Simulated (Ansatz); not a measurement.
**Residual resistivity of an alloy: Mo(100) with 4 layers of random Mo-Rh, 2x2**

Aim: the residual resistivity of a random alloy, from Mo(100) with 4 layers of random Mo-Rh, 2x2 and longer regions.

Main program and level: Ansatz 0.2.0; Ansatz plane-wave DFT, PBE, PAW files; ballistic transport by layer matching (Landauer), zero bias; PAW set soft_1.

**1. Starting point**

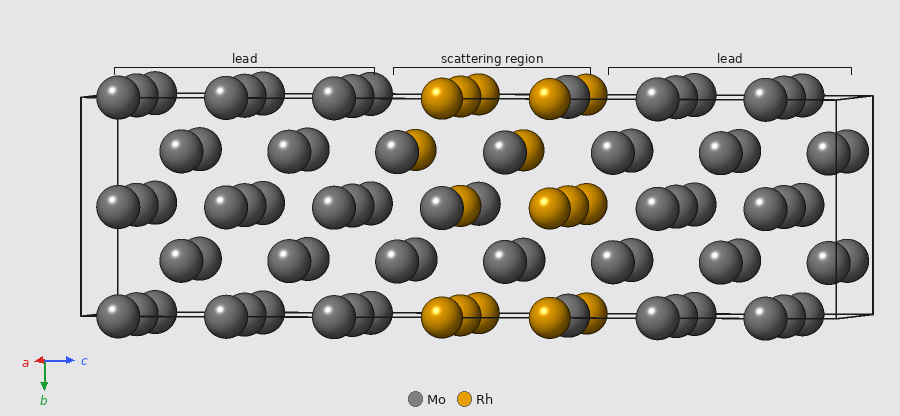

Start, viewed from the side, with the c axis across the page; molybdenum grey, rhodium orange. Some periodic images of atoms are drawn too.

The cell holds 56 atoms: 48 Mo and 8 Rh. Its edges and angles: a = 6.294 Å, b = 6.294 Å, c = 22.029 Å, α = 90.0°, β = 90.0°, γ = 90.0°. It derives from Mo. Regions: lead, 40 atoms (40 Mo); scattering region, 16 atoms (8 Rh and 8 Mo). The structure is stacked along c, and the current runs across the ab planes.

**2. With 4 alloy layers**

In 4 layers a share of 0.5 of the sites is given to Rh at random. The layers about the cell's end stay perfect and serve as the lead. Disorder leaves little or no symmetry, which makes such runs dear. Energies from -0.05 to 0.05 eV in steps of 0.05 eV are too few for the program's thermal sum, so it prints no conductance; for a metal the transmission near the Fermi level serves, at a fraction of the cost.

Contents of input.yaml:

```yaml
crystal:
  lattice:
    - [6.294, 0.0, 0.0]
    - [0.0, 6.294, 0.0]
    - [0.0, 0.0, 22.029]
  atoms:
    - { symbol: Mo, position: [0.0, 0.0, 0.0357142857] }
    - { symbol: Mo, position: [0.0, 0.5, 0.0357142857] }
    - { symbol: Mo, position: [0.5, 0.0, 0.0357142857] }
    - { symbol: Mo, position: [0.5, 0.5, 0.0357142857] }
    - { symbol: Mo, position: [0.25, 0.25, 0.1071428571] }
    - { symbol: Mo, position: [0.25, 0.75, 0.1071428571] }
    - { symbol: Mo, position: [0.75, 0.25, 0.1071428571] }
    - { symbol: Mo, position: [0.75, 0.75, 0.1071428571] }
    - { symbol: Mo, position: [0.0, 0.0, 0.1785714286] }
    - { symbol: Mo, position: [0.0, 0.5, 0.1785714286] }
    - { symbol: Mo, position: [0.5, 0.0, 0.1785714286] }
    - { symbol: Mo, position: [0.5, 0.5, 0.1785714286] }
    - { symbol: Mo, position: [0.25, 0.25, 0.25] }
    - { symbol: Mo, position: [0.25, 0.75, 0.25] }
    - { symbol: Mo, position: [0.75, 0.25, 0.25] }
    - { symbol: Mo, position: [0.75, 0.75, 0.25] }
    - { symbol: Mo, position: [0.0, 0.0, 0.3214285714] }
    - { symbol: Mo, position: [0.0, 0.5, 0.3214285714] }
    - { symbol: Mo, position: [0.5, 0.0, 0.3214285714] }
    - { symbol: Mo, position: [0.5, 0.5, 0.3214285714] }
    - { symbol: Rh, position: [0.25, 0.25, 0.3928571429] }
    - { symbol: Mo, position: [0.25, 0.75, 0.3928571429] }
    - { symbol: Mo, position: [0.75, 0.25, 0.3928571429] }
    - { symbol: Mo, position: [0.75, 0.75, 0.3928571429] }
    - { symbol: Rh, position: [0.0, 0.0, 0.4642857143] }
    - { symbol: Mo, position: [0.0, 0.5, 0.4642857143] }
    - { symbol: Rh, position: [0.5, 0.0, 0.4642857143] }
    - { symbol: Rh, position: [0.5, 0.5, 0.4642857143] }
    - { symbol: Rh, position: [0.25, 0.25, 0.5357142857] }
    - { symbol: Mo, position: [0.25, 0.75, 0.5357142857] }
    - { symbol: Mo, position: [0.75, 0.25, 0.5357142857] }
    - { symbol: Mo, position: [0.75, 0.75, 0.5357142857] }
    - { symbol: Rh, position: [0.0, 0.0, 0.6071428571] }
    - { symbol: Rh, position: [0.0, 0.5, 0.6071428571] }
    - { symbol: Mo, position: [0.5, 0.0, 0.6071428571] }
    - { symbol: Rh, position: [0.5, 0.5, 0.6071428571] }
    - { symbol: Mo, position: [0.25, 0.25, 0.6785714286] }
    - { symbol: Mo, position: [0.25, 0.75, 0.6785714286] }
    - { symbol: Mo, position: [0.75, 0.25, 0.6785714286] }
    - { symbol: Mo, position: [0.75, 0.75, 0.6785714286] }
    - { symbol: Mo, position: [0.0, 0.0, 0.75] }
    - { symbol: Mo, position: [0.0, 0.5, 0.75] }
    - { symbol: Mo, position: [0.5, 0.0, 0.75] }
    - { symbol: Mo, position: [0.5, 0.5, 0.75] }
    - { symbol: Mo, position: [0.25, 0.25, 0.8214285714] }
    - { symbol: Mo, position: [0.25, 0.75, 0.8214285714] }
    - { symbol: Mo, position: [0.75, 0.25, 0.8214285714] }
    - { symbol: Mo, position: [0.75, 0.75, 0.8214285714] }
    - { symbol: Mo, position: [0.0, 0.0, 0.8928571429] }
    - { symbol: Mo, position: [0.0, 0.5, 0.8928571429] }
    - { symbol: Mo, position: [0.5, 0.0, 0.8928571429] }
    - { symbol: Mo, position: [0.5, 0.5, 0.8928571429] }
    - { symbol: Mo, position: [0.25, 0.25, 0.9642857143] }
    - { symbol: Mo, position: [0.25, 0.75, 0.9642857143] }
    - { symbol: Mo, position: [0.75, 0.25, 0.9642857143] }
    - { symbol: Mo, position: [0.75, 0.75, 0.9642857143] }
kpoints:
  mp_grid: { grid: [4, 4, 1] }
hamiltonian:
  xc: pbe
  pseudopotentials: { kind: paw, azcp: { folder: soft_1 } }
scf:
  occupations: { method: fermi_dirac, width: 0.1 }
output:
  transmission: { leads: [[0, 4]], kmesh: [8, 8], e_range: [-0.05, 0.05], de: 0.05 }
  write_potential: true
  write_density: true
  volumetric_format: npy
```

Run with:

```
ansatz run input.yaml --threads 4 --pin off --max-ram 15360MiB --backend cpu --events-out ev --progress --plain --runs-dir out
```

Numbers of over 12 decimals in the logs are rounded to 6 here.

The log of the run:

```text
Engine: ansatz 0.2.0, aarch64-unknown-linux-gnu
Pseudopotentials: kind: paw
Pseudopotential: Mo, paw, valence charge 14, recommended cutoff 420 eV (normal), soft_1/Mo.paw.azcp
Pseudopotential: Rh, paw, valence charge 17, recommended cutoff 420 eV (normal), soft_1/Rh.paw.azcp
Functional definition: PBE
  parameter kappa = 0.804
  parameter beta = 0.066725
  exchange = pbe_x(kappa = kappa, mu = beta*pi^2/3)
  correlation = pbe_c(beta = beta)
Crystal: 56 atoms, lattice volume = 872.666 Å³
Basis set: ecut = 420 eV, 17109 PW (Γ)
Bands: 485, of which v1, the nominal top of the filled ones, is band 404 counted from 1 (403 counted from 0)
Symmetry: 2 space group operations
Space group: Cm (ITA 8), of the structure as read, at distance tolerance 9.6e-5 Å
k-points: 7 of 16 (time reversal used)
Non-local potential: Mo, projectors of the file, l = 0: 3, l = 1: 2, l = 2: 2, l = 3: 1
Non-local potential: Rh, projectors of the file, l = 0: 3, l = 1: 2, l = 2: 2, l = 3: 1
PAW form: soft (Blöchl's): semilocal exchange-correlation on the pseudo side does not see the compensation charge
PAW one-centre angular grid: Mo, 590 points (default); XC on 64 Gauss nodes
PAW one-centre angular grid: Rh, 590 points (default); XC on 64 Gauss nodes
Initial density: superposition of atomic densities (chi_scale 0.1, normalization cell, long waves of neutral atoms (reshape's long-wave potential 2.17 eV rms, cloud 2.96 Å wide))
Initial wavefunctions: pseudopotential atomic-orbital guess
Functional: x = pbe(κ = 0.804, μ = 0.219515), c = pbe(β = 0.066725)
SCF iter   1: F=—  HF=-289154.057194 eV  |F-HF|=—  |Δ(HF+E_count)|=         —  Δρ=1.36e-1  dr2=1.03e3  ethr=3.10e-3  ⟨swp⟩=4.9  Hψ=10313  notcnv=0
preconditioner: auto → Kerker (q_TF=auto, 2.694 Å⁻¹)  [metal: Δε(μ)=0.012 eV  Ē_g=4.567 eV  σ=0.100 eV  W_gap=0.03  n_scr=294 (ndim 8)  ℏωp=23.8 eV  f_vac=0.000  D(μ)=48.05/eV (n_scr^D=434)]
SCF iter   2: F=—  HF=-289121.353587 eV  |F-HF|=—  |Δ(HF+E_count)|=    3.27e1  Δρ=6.51e-2  dr2=2.60e2  ethr=3.10e-3  ⟨swp⟩=2.0  Hψ=6909  notcnv=0
SCF iter   3: F=—  HF=-289111.667018 eV  |F-HF|=—  |Δ(HF+E_count)|=    9.69e0  Δρ=1.28e-2  dr2=2.25e0  ethr=3.10e-3  ⟨swp⟩=5.1  Hψ=9790  notcnv=0
SCF iter   4: F=—  HF=-289111.542817 eV  |F-HF|=—  |Δ(HF+E_count)|=   1.24e-1  Δρ=3.06e-3  dr2=1.23e0  ethr=2.79e-4  ⟨swp⟩=2.1  Hψ=4571  notcnv=0
SCF iter   5: F=—  HF=-289111.523679 eV  |F-HF|=—  |Δ(HF+E_count)|=   1.91e-2  Δρ=8.74e-4  dr2=8.40e-2  ethr=1.53e-4  ⟨swp⟩=1.0  Hψ=3395  notcnv=0
SCF iter   6: F=—  HF=-289111.522153 eV  |F-HF|=—  |Δ(HF+E_count)|=   1.53e-3  Δρ=3.25e-4  dr2=2.76e-3  ethr=1.04e-5  ⟨swp⟩=1.0  Hψ=3395  notcnv=0
SCF iter   7: F=—  HF=-289111.521979 eV  |F-HF|=—  |Δ(HF+E_count)|=   1.75e-4  Δρ=1.09e-4  dr2=2.29e-4  ethr=3.42e-7  ⟨swp⟩=2.3  Hψ=5691  notcnv=0
SCF iter   8: F=—  HF=-289111.521977 eV  |F-HF|=—  |Δ(HF+E_count)|=   1.95e-6  Δρ=1.92e-5  dr2=3.28e-6  ethr=2.84e-8  ⟨swp⟩=1.9  Hψ=3698  notcnv=0
SCF iter   9: F=—  HF=-289111.521018 eV  |F-HF|=—  |Δ(HF+E_count)|=   9.59e-4  Δρ=4.95e-6  dr2=5.37e-7  ethr=4.06e-10  ⟨swp⟩=2.0  Hψ=6260  notcnv=0
SCF iter  10: F=-289111.521018 eV  HF=-289111.521018 eV  |F-HF|=2.75e-8  |Δ(HF+E_count)|=   3.07e-8  Δρ=1.37e-6  dr2=3.20e-8  ethr=1.24e-11  ⟨swp⟩=6.4  Hψ=8657  notcnv=0
SCF 1 converged in 10 iterations: F = -289111.521018 eV  dr2 = 3.20e-8
  greatest PAW one-centre occupation: 1.000 electrons in one spin orbital (limit 2), on the Rh atom at site 35 (counted from 0), in its partial waves of l = 0
transmission: 90 of 882 steps passed
transmission: 177 of 882 steps passed
[...]
transmission: 882 of 882 steps passed
SCF converged after 10 iterations
Free energy (F): -289111.521018 eV
Harris-Foulkes:  -289111.521018 eV  (|F-HF|=2.75e-8)
Internal energy: -289109.659285 eV  (E = F + TS)
E sigma→0 (E₀):  -289110.590151 eV
Entropy (-TS):   -1.861733 eV (-33.245 meV/atom)
Fermi energy:    20.914360 eV
--- Per-component energies (eV) ---
  E_band       = -3621.912967
  E_kinetic    = 24553.433867
  E_local      = -52844.719457  (includes V_loc(G=0)·N_el)
  E_nonlocal   = 9498.950886
  E_hartree    = 18861.087185
  E_xc         = -10072.245545
  E_vxc        = -12570.339629  (∫ρ·V_xc dr)
  E_paw        = -182994.208421  (= ΣΔE_a)
  E_vpaw       = -9981.418730  (= ΣTr[D̂ρ^β])
  E_aug_tail   = 0.003257  (compensation charges beyond the density's cutoff)
  E_ewald      = -96111.961055
  E_smearing   = -1.861733  (= −TS)
  E_closure    = -0.000000  (closes the sum)
  Σ components = -289111.521018   (vs F -289111.521018, Δ=0.00e0)
--- Band table (eV; the first three rows and the last of 7) ---
  k-point 0: bands = [... 400 lower, 20.9445, 21.0184, 21.0256, 21.0627, 21.0768, 21.1260, 21.1549, 21.1687, ... 77 higher]
  k-point 1: bands = [... 400 lower, 20.8210, 20.8380, 20.8651, 20.8873, 20.9010, 20.9449, 20.9610, 20.9786, ... 77 higher]
  k-point 2: bands = [... 400 lower, 20.7084, 20.7801, 20.8527, 20.8637, 20.9011, 20.9144, 20.9609, 21.0013, ... 77 higher]
  k-point 6: bands = [... 400 lower, 20.8949, 20.9532, 20.9754, 20.9819, 20.9952, 21.0996, 21.1102, 21.1107, ... 77 higher]
--- Transmission ---
  basis      : 349 plane waves across, 42 finite elements along
  points     : 21, standing for a mesh of 8 x 8
  energies   : 3 from -0.050000 to 0.050000 eV about the Fermi level, 0.050000 eV apart; the leads are filled to 0.000000 eV, and channels, transmission and decay are at 0.000000 eV
  crystal 0  : Mo4, at the sites [0, 4], period 1.5735 Å, over 15.73 Å; its Hamiltonian steps by up to 28.3 meV: too much for a lead, lay more layers or, if its atoms are ordered, name the step of that order
    offset         : up to 0.0000 Å between an atom of the period and one for which it stands
    channels       : 6.531250e0 a spin
    conductance    : none, the energies end too early or step too widely for 300 K: set another output.transmission.e_range or a lower de, or, where they end at an eighth of basis.ecutwfc, a higher one
    slowest decay  : 0.0488 /Å at (0.5000, 0.3750)
  junction   : crystal 0 to crystal 0, 0.70 to 21.15 Å
    transmission   : 3.146069e0 a spin
    conductance    : none, the energies end too early or step too widely for 300 K: set another output.transmission.e_range or a lower de, or, where they end at an eighth of basis.ecutwfc, a higher one
```

Wall time 8.4 min (4 threads of Arm Neoverse V1, shared host); peak memory 7.7 GiB; 32 min of CPU time.

Reading the cycles: dr2 is the Hartree energy of the density residual (eV), the measure of convergence; HF is the Harris–Foulkes estimate of the energy, which meets the free energy F at convergence.

This step gave:

| Item | Value |
| --- | --- |
| free energy | -289111.5210 eV |
| energy at zero smearing | -289110.5902 eV |
| Fermi energy | 20.91 eV |
| cell area | 39.61 Å² |
| transmission per spin nearest the Fermi level | 3.146 |
| open channels per spin nearest the Fermi level | 6.531 |
| step of the lead's potential | 28.3 meV |

Per spin. The transmission, zone mean by energy, zero at the Fermi level:

| energy (eV) | transmission, zone mean |
| --- | --- |
| -0.0500 | 3.13 |
| 0.0000 | 3.15 |
| 0.0500 | 3.26 |

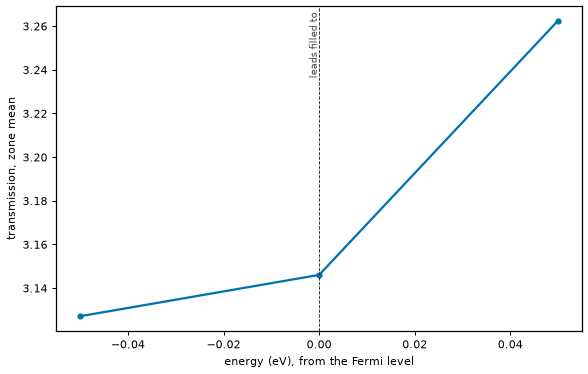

Transmission, zone mean against energy.

Per spin. Table of open channels, zone mean, lead by energy, zero at the Fermi level:

| energy (eV) | open channels, zone mean, lead |
| --- | --- |
| -0.0500 | 6.59 |
| 0.0000 | 6.53 |
| 0.0500 | 6.84 |

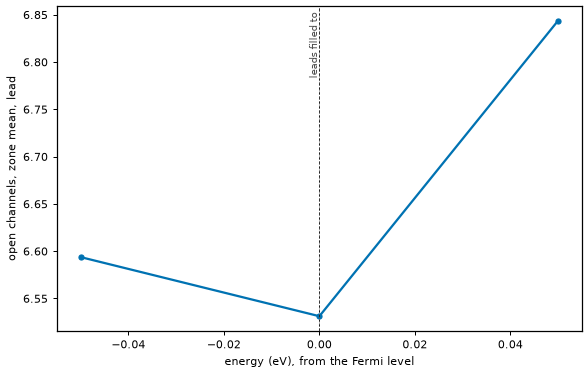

Open channels, zone mean, lead against energy.

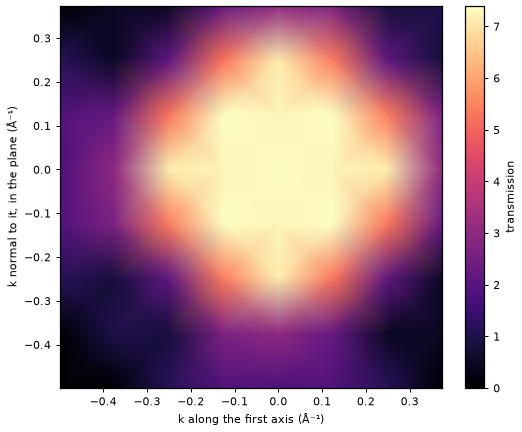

Transmission over k1 and k2. At 0.0000 eV from the Fermi level.

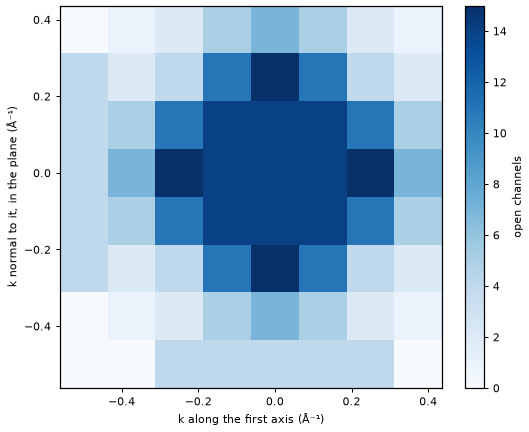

Open channels over k1 and k2. At 0.0000 eV from the Fermi level.

Over the solved energies the transmission per spin lies between 3.13 and 3.26, out of 6.66 channels of the lead on average (up to 6.84). The log calls the step of a lead's potential too much.

(Part 1 of 2 ends here.)

[Logs are printed without paths, hosts, clocks, repeated set-up lines and the standing remarks that a program may print on its own settings, such as how far it seeks lower states.]

[Hosts, paths, dates, database ids (printed as entryN), source tags and the programs' standing remarks are cut or masked in the printed files.]
